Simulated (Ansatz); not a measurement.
## Geometry relaxation, with input and output: Ti2C (part 2 of 2)

Continued. System: Ti2C (R-3m, 3 atoms in the cell). Method: DFT PBEsol, scalar-relativistic, plane waves, PAW, no spin polarisation (Ansatz 0.2.0); cutoff 420 eV, 18×18×18 k-mesh, Gaussian smearing of 0.1 eV. The structure derives from a Materials Project entry. It belongs to a series of runs on one base structure; here: relaxed at 8 GPa.

Geometry of the input (Å; fractional positions):
```
1.5021  0.8673  4.6800
-1.5021  0.8673  4.6800
0.0000  -1.7345  4.6800
Ti 0.2466  0.2466  0.2466
Ti 0.7534  0.7534  0.7534
C  0.5000  0.5000  0.5000
```

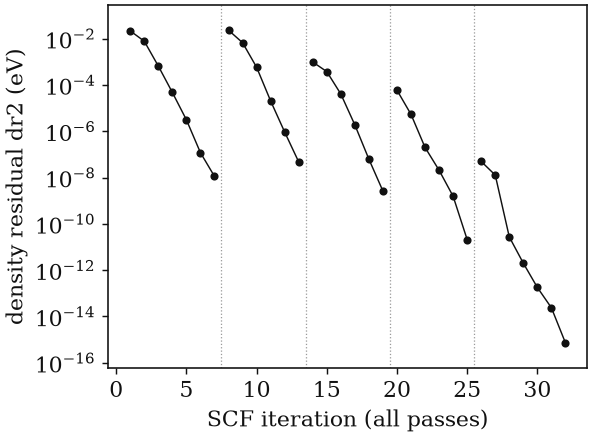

**Figure 1.** Convergence of the self-consistent field: density residual dr2 against the SCF iteration. The dotted lines part the SCF passes of the relaxation: geometry steps, rejected trials and re-solves on a re-selected basis. The 5 passes take 6 to 7 iterations each, 32 in all.

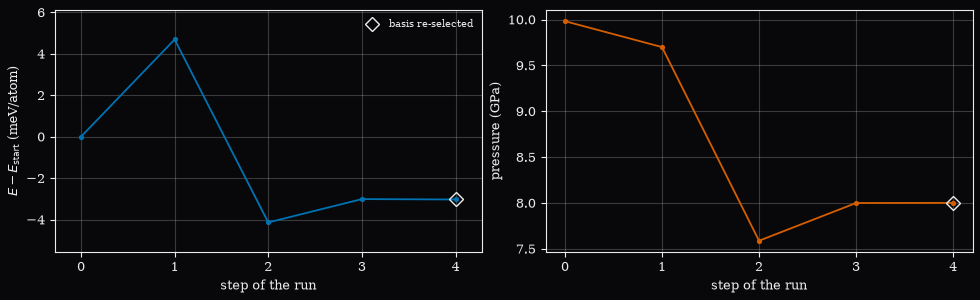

**Figure 2.** Progress of the relaxation, step by step (the first geometry is step 0 here and step 1 in the log).

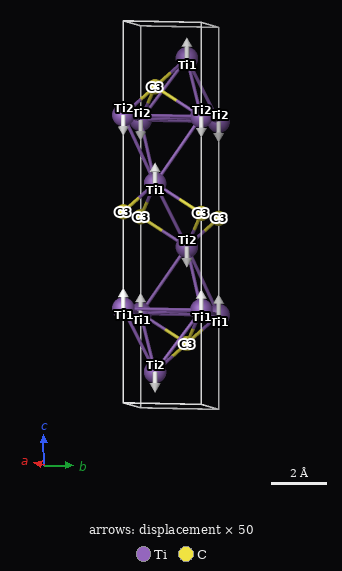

**Figure 3.** The starting structure with the displacements (without the part carried along by the change of the cell) as white arrows, magnified 50 times (ball-and-stick view of the cell 3 times as large as that of the calculation, set on its symmetry axes, seen at an oblique angle). The energy falls by 3.0 meV per atom in 3 geometry steps. Largest force component: 0.37 eV/Å at the start, 0.00059 eV/Å at the end. The pressure goes from 9.98 to 8.00 GPa. The largest moves relative to the cell, 0.016 Å, are those of Ti1 and Ti2. C stays in place. The drawn cell changes as follows: a = b 3.004 → 3.010 Å (+0.2 %), c 14.040 → 14.004 Å (−0.3 %); the volume changes by +0.2 %. Among the contacts that change: Ti1–Ti2 2.990 → 2.961 Å, Ti1–C3 2.066 → 2.076 Å, Ti1–Ti1 3.004 → 3.010 Å. The space group stays R-3m (No. 166). A last SCF at the same geometry on a re-selected plane-wave basis shifts the energy by next to nothing (0.0 meV per atom). (Atoms are counted from 1 in the order of the input.)

```
basis re-selected at this cell: Δ(F+E_penalty+E_count) = -5.507e-5 eV, ΔP = +0.002 GPa vs the last step (what re-selecting the basis moved, of the pressure what is left beyond the Pulay correction that the steps carried, after the strain that the cell walked since its last selection, with what the two solves' SCF thresholds leave and, on support functions, any second-order correction that the steps lacked; it is no measure of the basis error at this ecutwfc). This SCF's stress stands 1.52e-2 GPa from its target on what of the cell is left free (relax.cell.stress_tol is 8.00e-2 GPa) and its largest allowed force component is 5.93e-4 eV/Å (relax.f_tol is 8.00e-3 eV/Å): within both
SCF converged after 7 iterations
Free energy (F): -5196.564689 eV
Harris-Foulkes:  -5196.564689 eV  (|F-HF|=2.73e-12)
Internal energy: -5196.556572 eV  (E = F + TS)
E sigma→0 (E₀):  -5196.560631 eV
Entropy (-TS):   -0.008117 eV (-2.706 meV/atom)
Fermi energy:    14.399881 eV
--- Per-component energies (eV) ---
  E_band       = -258.623538
  E_kinetic    = 639.764815
  E_local      = -1648.568569  (includes V_loc(G=0)·N_el)
  E_nonlocal   = 42.928368
  E_hartree    = 680.353342
  E_xc         = -244.675460
  E_vxc        = -307.100457  (∫ρ·V_xc dr)
  E_paw        = -2139.390310  (= ΣΔE_a)
  E_vpaw       = -346.354616  (= ΣTr[D̂ρ^β])
  E_aug_tail   = 0.000236  (compensation charges beyond the density's cutoff)
  E_ewald      = -2527.268863
  E_core_change = 0.299869  (= ΣΔE_core)
  E_smearing   = -0.008117  (= −TS)
  E_closure    = 0.000000  (closes the sum)
  Σ components = -5196.564689   (vs F -5196.564689, Δ=0.00e0)
--- Forces (eV/Å), atoms counted from 1 ---
  atom   1  Ti    -0.00000000    -0.00000000     0.00059263
  atom   2  Ti     0.00000000     0.00000000    -0.00059263
  atom   3  C      0.00000000     0.00000000     0.00000000
  max |Σ_I F_I| component: 7.40e-17 eV/Å
--- Stress (GPa, compression-positive) ---
        8.009907       0.000000      -0.000000
        0.000000       8.009907       0.000000
       -0.000000       0.000000       7.984762
  P = ⅓ Tr σ = 8.0015 GPa (80.015 kbar)
--- Band table (eV; the first three rows and the last of 580) ---
  k-point 0: bands = ["-41.8890", "-41.7518", "-18.6686", "-18.0281", "-18.0281", "-17.9371", "-17.9326", "-17.9326", "2.9058", "9.3435", "11.8219", "11.8219", "12.5002", "14.9208", "14.9208", "15.4905", "16.5497", "16.5497"]
  k-point 1: bands = ["-41.8861", "-41.7511", "-18.6613", "-18.0410", "-18.0308", "-17.9467", "-17.9405", "-17.9360", "2.9545", "9.4046", "11.5921", "11.8357", "12.6775", "14.8638", "14.9570", "15.5159", "16.4026", "16.5570"]
  k-point 2: bands = ["-41.8779", "-41.7489", "-18.6401", "-18.0777", "-18.0386", "-17.9871", "-17.9506", "-17.9457", "3.0944", "9.5819", "11.1959", "11.8721", "12.9064", "14.6996", "15.0629", "15.5908", "16.0583", "16.5913"]
  k-point 579: bands = ["-41.8390", "-41.8027", "-18.3977", "-18.2243", "-17.9886", "-17.9886", "-17.9728", "-17.9728", "3.2471", "8.5366", "12.0254", "12.0254", "13.7086", "14.3591", "15.3403", "15.3403", "16.3881", "16.3881"]
--- Relaxed structure (4 steps of the walk, 4 accepted, 1 SCFs on fresh bases) ---
  F+E_penalty+E_count = -5196.56468928 eV   max|allowed force component| = 5.926e-4 eV/Å   (the final SCF, on the basis selected at the relaxed cell)
  cell:  # Å, volume = 36.6392 Å³
    - [1.5052365268270278, 0.8690487139410176, 4.668163332863705]
    - [-1.5052365268270278, 0.8690487139410176, 4.668163332863705]
    - [-7.373455745109212e-35, -1.7380974279319081, 4.66816333285442]
  atoms:
    - { symbol: Ti, position: [0.24772484374354048, 0.24772484374354048, 0.24772484374354048] }
    - { symbol: Ti, position: [0.7522751562564594, 0.7522751562564594, 0.7522751562564594] }
    - { symbol: C, position: [0.49999999999999994, 0.49999999999999994, 0.5] }
```

**Trajectory as extended XYZ (Å, eV, eV/Å), 5 frames, from step=1 to step=5**
```
3
Lattice="1.5021 0.8673 4.6800 -1.5021 0.8673 4.6800 0.0000 -1.7345 4.6800" Properties=species:S:1:pos:R:3:forces:R:3 step=1 energy=-5196.55561 pressure_GPa=9.98
Ti    0.0000    0.0000    3.4625    0.0000   0.0000   0.3676
Ti    0.0000    0.0000   10.5775    0.0000   0.0000  -0.3676
C     0.0000    0.0000    7.0200    0.0000   0.0000   0.0000
3
Lattice="1.5023 0.8674 4.6339 -1.5023 0.8674 4.6339 0.0000 -1.7347 4.6339" Properties=species:S:1:pos:R:3:forces:R:3 step=2 energy=-5196.54154 pressure_GPa=9.70
Ti    0.0000    0.0000    3.4530    0.0000   0.0000  -0.0733
Ti    0.0000    0.0000   10.4487    0.0000   0.0000   0.0733
C     0.0000    0.0000    6.9509    0.0000   0.0000   0.0000
3
Lattice="1.5065 0.8698 4.6694 -1.5065 0.8698 4.6694 0.0000 -1.7395 4.6694" Properties=species:S:1:pos:R:3:forces:R:3 step=3 energy=-5196.56801 pressure_GPa=7.59
Ti    0.0000    0.0000    3.4698    0.0000   0.0000  -0.0103
Ti    0.0000    0.0000   10.5385    0.0000   0.0000   0.0103
C     0.0000    0.0000    7.0042    0.0000   0.0000   0.0000
3
Lattice="1.5052 0.8690 4.6682 -1.5052 0.8690 4.6682 0.0000 -1.7381 4.6682" Properties=species:S:1:pos:R:3:forces:R:3 step=4 energy=-5196.56463 pressure_GPa=8.00
Ti    0.0000    0.0000    3.4693    0.0000   0.0000   0.0006
Ti    0.0000    0.0000   10.5352    0.0000   0.0000  -0.0006
C     0.0000    0.0000    7.0022    0.0000   0.0000   0.0000
3
Lattice="1.5052 0.8690 4.6682 -1.5052 0.8690 4.6682 0.0000 -1.7381 4.6682" Properties=species:S:1:pos:R:3:forces:R:3 step=5 energy=-5196.56469 pressure_GPa=8.00
Ti    0.0000    0.0000    3.4693    0.0000   0.0000   0.0006
Ti    0.0000    0.0000   10.5352    0.0000   0.0000  -0.0006
C     0.0000    0.0000    7.0022    0.0000   0.0000   0.0000
```

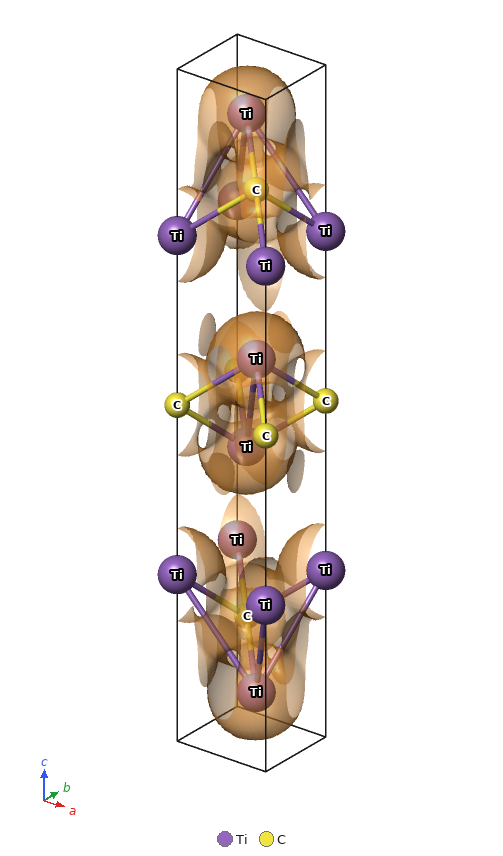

**Figure 4.** Isosurface of the valence pseudo-density at 0.4 e/Å³ (orange), seen slightly off an axis. Sticks mark near contacts. The outline is the cell set on symmetry axes. At this value the density is joined into sheets; it holds about 80 % of the electrons treated as valence (semicore included). It is pinched off along the Ti–Ti (2.86 Å) contacts. On the grid the lowest density along these lines, outside the cores, is 0.59 e/Å³ (Ti–C, 2.08 Å) and 0.26 e/Å³ (Ti–Ti, 2.86 Å). Core electrons are frozen (PAW), so the fields are smoothed inside the atomic spheres.

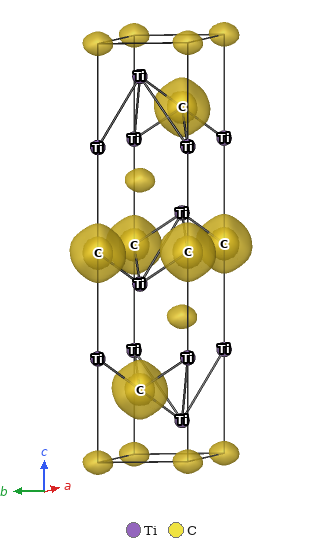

**Figure 5.** Isosurface of the ELF at 0.7 (yellow), seen at an oblique angle. Only the valence region is drawn (cores and ρ < 0.01 e/Å³ removed). Sticks mark near contacts. The outline is the cell set on symmetry axes. Profiles from the grid: Ti–C (2.08 Å): the ELF is about 0.25 at the midpoint; a polar contact without a shared pair, in a metal. Ti–Ti (2.86 Å): the ELF is about 0.20 at the midpoint; no localised pair between them.

**Key numbers**

- outcome: converged
- space group (tolerance 0.01 Å): R-3m (166)
- electrons treated: 28
- free energy: −5196.5647 eV
- Fermi energy: 14.400 eV
- gap on the k-point mesh: none (metallic)
- pressure: 8.00 GPa
- final volume: 36.64 Å³
- largest force (length of the vector) at the end: 0.001 eV/Å
- final cell: a = 4.981 Å, b = 4.981 Å, c = 4.981 Å, α = 35.18°, β = 35.18°, γ = 35.18°
- wall time: 38 s
- peak memory: 0.69 GiB

The cell was relaxed to the target pressure of the input; what is minimised is then the enthalpy E + pV.
